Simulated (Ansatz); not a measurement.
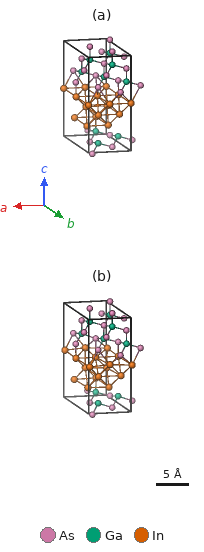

The structure of an interface cell of composition In₄Ga₃As₃ before (top) and after (bottom) a relaxation, at one scale.

Style: ball-and-stick. Shown: the cell of the calculation (origin shifted), from a free direction.

Case: film shifted by (0, 0) in the plane.

Theory: DFT LDA, scalar-relativistic, plane waves, PAW (Ansatz 0.2.0). Set-up: plane-wave cutoff 420 eV; k-point mesh 6 × 6 × 2; occupations gaussian; smearing width 0.1 eV; no spin polarisation; cell relaxed at fixed a, b, gamma, alpha, beta; force threshold 0.02 eV/Å; at most 70 steps.

Q: Describe what moved and what it gained.

A: The energy falls by 0.433 eV per cell of the calculation in 10 accepted moves (11 points after the start). Largest force component: 0.63 eV/Å at the start, 0.0079 eV/Å at the end. The pressure goes from −1.17 to −1.29 GPa. The SCF was repeated once at an unchanged geometry on a basis and grid sized afresh for the cell, which shifted the energy by 1.4 meV per cell of the calculation at most. The largest move relative to the cell is that of an In atom, 0.32 Å roughly along [3 1 0]. Largest moves by element: In 0.32 Å, As 0.24 Å, Ga 0.23 Å. The drawn cell changes as follows: a = b unchanged at 6.863 Å, c 17.572 → 17.376 Å (−1.1 %); the volume changes by −1.1 %. Near-neighbour distances that change, for instance: In–In 3.431 → 3.723 Å, In–In 3.431 → 3.141 Å, In–In 3.431 → 3.700 Å, In–In 3.431 → 3.164 Å. Among the angles between lasting bonds that change: In–In–In 89.4° → 100.6°, In–In–In 90.0° → 100.2°, In–In–In 90.6° → 100.3°.
